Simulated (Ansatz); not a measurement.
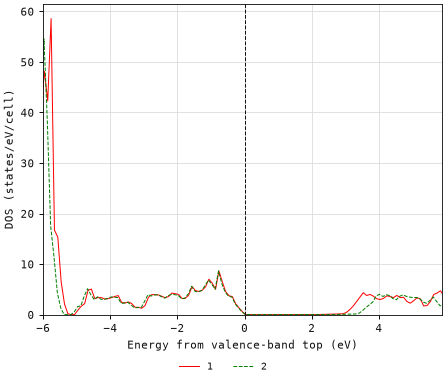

Total densities of states of ZnS, space group P3_221, 6 atoms in the cell, by two methods on the same cell. Each is counted from its own valence-band top.

**Which curve is which? The methods: PBE, r2SCAN.**

1 is PBE; 2 is r2SCAN. PBE gives a gap of 1.88 eV and r2SCAN gives a gap of 2.46 eV.

Settings. PBE: DFT PBE, scalar-relativistic, plane waves, PAW, no spin polarisation, 6×6×8 k mesh, 420 eV cutoff, Gaussian smearing of 0.02 eV (Ansatz 0.2.0). r2SCAN: DFT r2SCAN, scalar-relativistic, plane waves, PAW, no spin polarisation, 6×6×8 k mesh, 500 eV cutoff, Gaussian smearing of 0.02 eV (Ansatz 0.2.0).

The structure is an invented one, so it need not be a known or stable phase.
